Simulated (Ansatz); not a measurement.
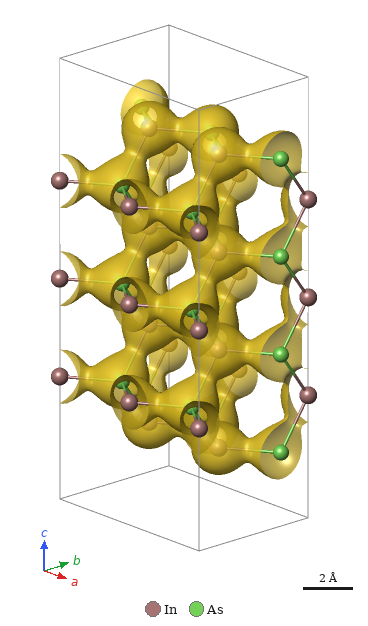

The picture shows: InAs (slab). Isosurface of the valence electron density at 0.3 e/Å³ (yellow), seen at an oblique angle. Sticks mark near contacts.

Not relaxed (largest force 1.4 eV/Å).

All numbers below come from DFT LDA, scalar-relativistic, plane waves, PAW in Ansatz 0.2.0.

Core electrons are frozen (PAW), and the valence fields are smoothed inside the atomic spheres.

```
CELL_PARAMETERS angstrom
4.26100 0.00000 0.00000
0.00000 6.02597 0.00000
0.00000 0.00000 27.78301
ATOMIC_POSITIONS crystal
In 0.50000 0.50000 0.26995
As 0.00000 0.75000 0.26995
In 0.00000 0.00000 0.34663
As 0.50000 0.25000 0.34663
In 0.50000 0.50000 0.42332
As 0.00000 0.75000 0.42332
In 0.00000 0.00000 0.50000
As 0.50000 0.25000 0.50000
In 0.50000 0.50000 0.57668
As 0.00000 0.75000 0.57668
In 0.00000 0.00000 0.65337
As 0.50000 0.25000 0.65337
In 0.50000 0.50000 0.73005
As 0.00000 0.75000 0.73005
```

> What does this surface tell about the bonding?

At this value the density is joined into sheets; it holds about 85 % of the electrons treated as valence (semicore included). It bridges the shortest In–As (2.61 Å) contacts, where the density stays above the isovalue. On the grid the lowest density along these lines, outside the cores, is 0.4 e/Å³ (In–As, 2.61 Å).
